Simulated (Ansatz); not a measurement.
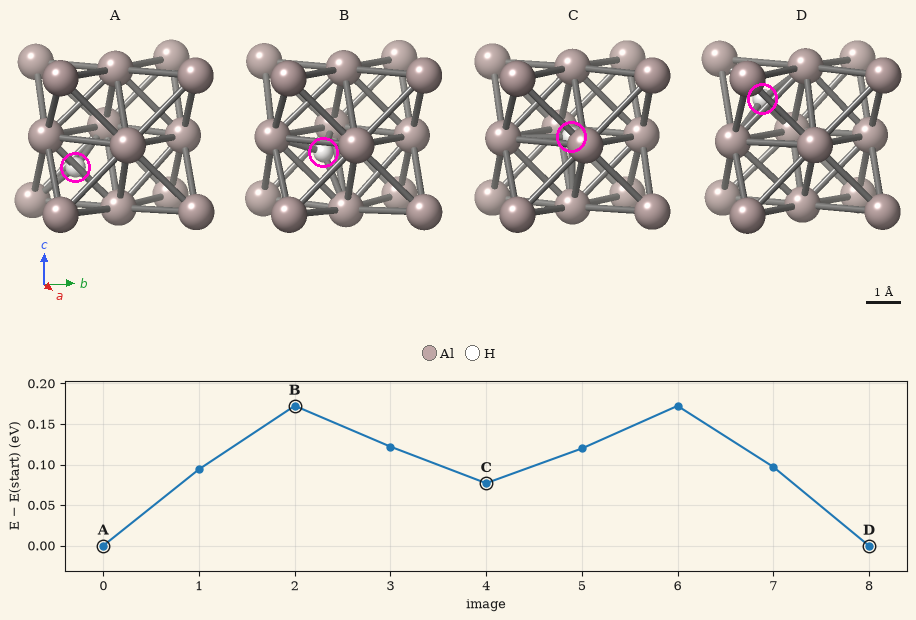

A search for the minimum-energy path of Al with an interstitial H (33 atoms in the cell) by the nudged elastic band. Images are numbered from 0 (start) to 8 (end). Frames A to D are images 0, 2, 4, 8. A ball-and-stick model of the atoms within 4.0 Å of the middle of the path, seen slightly off an axis. The moving atom is ringed, with any periodic copies. Bonds to atoms that aren't drawn are left out.

Computed with DFT PBEsol, scalar-relativistic, plane waves, PAW in Ansatz 0.2.0. Run with plane-wave cutoff 420 eV; k-point mesh 3 × 3 × 3; Gaussian smearing 0.1 eV; 7 movable images; climbing image; force threshold 0.03 eV/Å; iteration limit 80; starting path by image-dependent pair potential.

Read off the barrier and say what moves.

The barrier is about 0.172 eV in both directions, with image 2 at the top; the ends have the same energy. The profile has 2 maxima (images 2, 6) with a dip at image 4 (+0.077 eV), so the process runs in steps. The path has more than one stage, and so few images may leave a stage unresolved. The H atom travels furthest, 2.03 Å from end to end, along +c, on a path that bends up to 1.37 Å away from the straight line. At the highest image its nearest neighbour (Al) is 1.82 Å away, against 1.88 Å at the start, and the surrounding atoms stand up to 0.09 Å off the mean of their end positions. The band converged in 11 iterations. The largest component of the band force went from 0.46 to 0.0086 eV/Å. The climbing image converged on the top of the path. A check of its curvatures didn't confirm a first-order saddle.

Limits of the set-up: the periodic images lie only 8.1 Å apart, so the values are limited by the cell's size.
